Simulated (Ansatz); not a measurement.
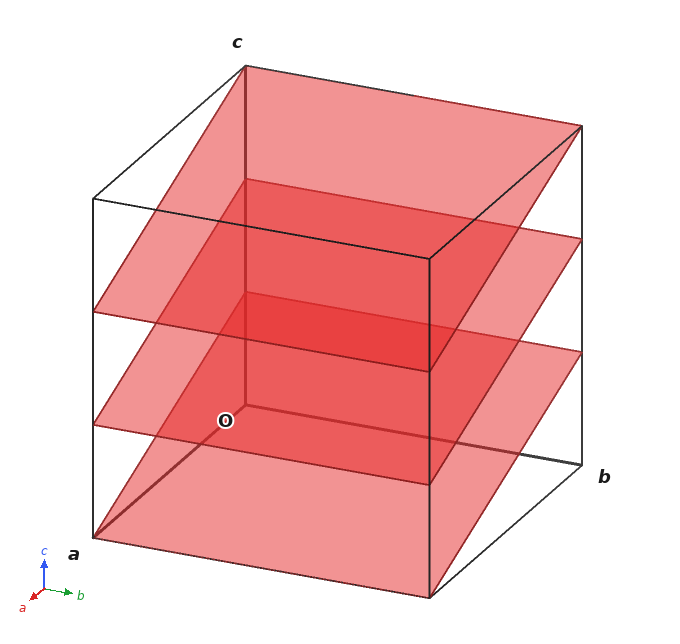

Every member of one family of equally spaced planes, hx + ky + lz = a whole number, that cuts the unit cell is shaded (one member passes through the origin O, touching the cell only at an edge or corner). Crystal: TaN, the geometry relaxed with DFT PBEsol, scalar-relativistic, plane waves, PAW (Ansatz). Symmetry computed with spglib at a tolerance of 0.002 Å; standard conventional cell.

a = 4.376 Å, b = 4.376 Å, c = 4.376 Å, α = 90.00°, β = 90.00°, γ = 90.00°.

Q: Index the planes.

A: (1 0 3); the opposite sign names the same planes. The member next to the origin meets the axes a at 1, b never, c at 1/3.

Q: What is the spacing?

A: d = 1.384 Å.

Q: The space group is Fm-3m (No. 225). How many reflections hkl are equivalent to this one (itself included), and does it occur?

A: 24 reflections are equivalent in the Laue class m-3m. The reflection is systematically absent, by the centring.
